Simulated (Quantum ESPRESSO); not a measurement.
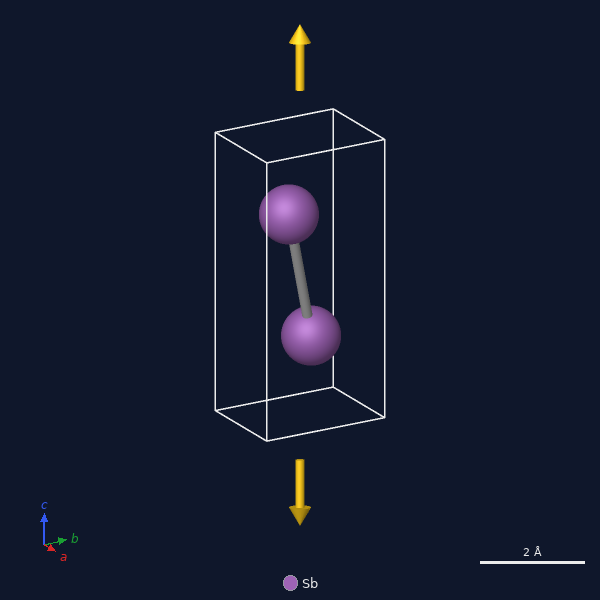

Sb, hexagonal close-packed (Mg type), space group P6₃/mmc (No. 194). The run's cell of 2 atoms is drawn unstrained, with atoms on its boundary repeated; the arrows mark the Cartesian direction z (along c), along which it is stretched or compressed while the other dimensions are held. The atoms were relaxed at each strain. The cell is a structure listed in the Materials Project. This isn't the form of Sb at room conditions, which is rhombohedral.

Alike in all runs: Quantum ESPRESSO 7.5; functional PBEsol; potentials GBRV 1.5 PBEsol; cutoff 612 eV; k mesh 9 × 9 × 5 on the run's cell of 2 atoms; occupations fermi-dirac, width 0.05 eV; no spin polarisation; no spin-orbit coupling. Stress is positive in compression, averaged over the directions named.

| strain (%) | ΔE (meV/atom) | stress along z (GPa) | stress across, x/y (GPa) |
| --- | --- | --- | --- |
| −4 | -0.7 | 1.44 | 1.20 |
| −2 | ? | ? | ? |
| 0 | 0.0 | -1.94 | -1.61 |
| +1 | 3.2 | -2.87 | -2.04 |
| +2 | 8.3 | -3.93 | -2.28 |
| +4 | 23.9 | -5.80 | -2.60 |

**Fit the stress along the strain with a parabola, read off its slope at zero strain, and fill in the missing row.**

The slope at zero strain is -91 GPa per unit strain, so the relaxed-ion stiffness of this cell along z (C33 in these Cartesian axes) is about 91 GPa. The fit puts the stress at −2 % at -0.21 GPa. The run gave -0.44 GPa along, -0.30 GPa across and ΔE = -3.4 meV/atom.

**At which strain does the stress along the strained direction vanish?**

Near −2.2 %: the cell as given is stretched along it at this level of theory (-1.9 GPa), so the energy is least there and not at zero.

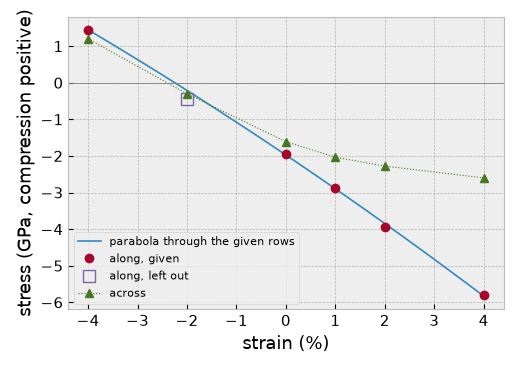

Stress against strain.
